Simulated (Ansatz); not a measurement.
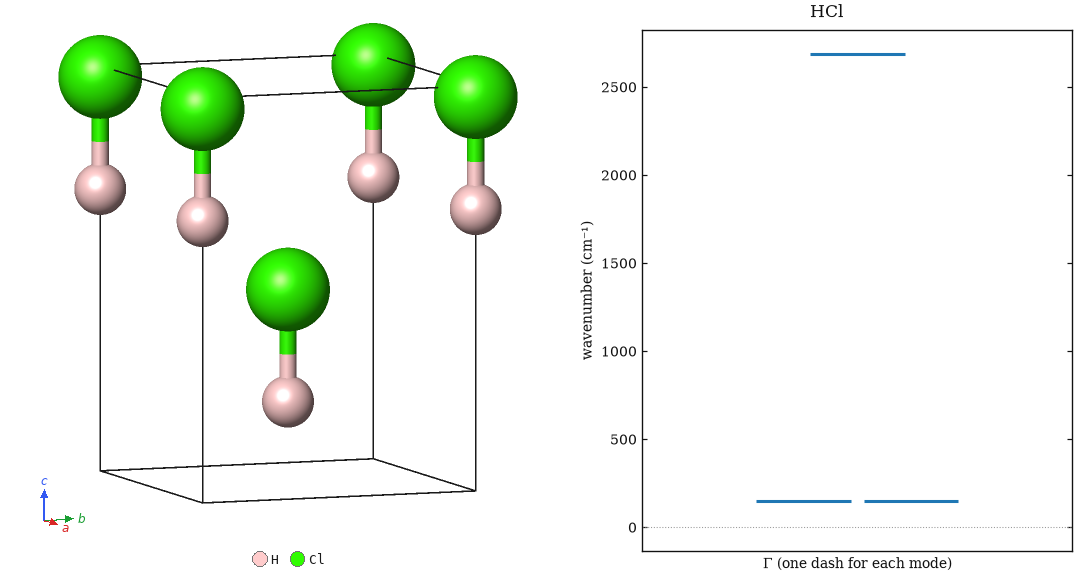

Plotted: zone-centre optical phonon frequencies (the three acoustic modes are left out) for HCl, space group I4mm (No. 107). The conventional cell is drawn beside the plot.

The given structure:
```
CELL_PARAMETERS angstrom
-1.68788 1.68788 2.36056
1.68788 -1.68788 2.36056
1.68788 1.68788 -2.36056
ATOMIC_POSITIONS crystal
H 0.69576 0.69576 0.00000
Cl 0.97224 0.97224 0.00000
```

Calculation (Ansatz 0.2.0): harmonic phonon frequencies at the zone centre with atoms at rest in the given cell, without the long-range term of polar modes, the three translations left out, imaginary frequencies are negative; plane waves with PAW datasets, Γ-centred k mesh. Level: PBEsol, no spin polarisation.

```tsv
setting	value
wave cutoff	420 eV
k mesh	8×8×8
occupations	fixed
pressure	6 GPa
phonon method	linear response
```

### Are there unstable modes?

No frequency is imaginary, so the structure is stable to these displacements (zone-boundary modes weren't tested here).

### What is the highest frequency?

The highest mode lies at 2688.2 cm⁻¹ (without the field of polar modes).

### List the optical modes with their degeneracies.

147.4 (×2), 2688.2 cm⁻¹.
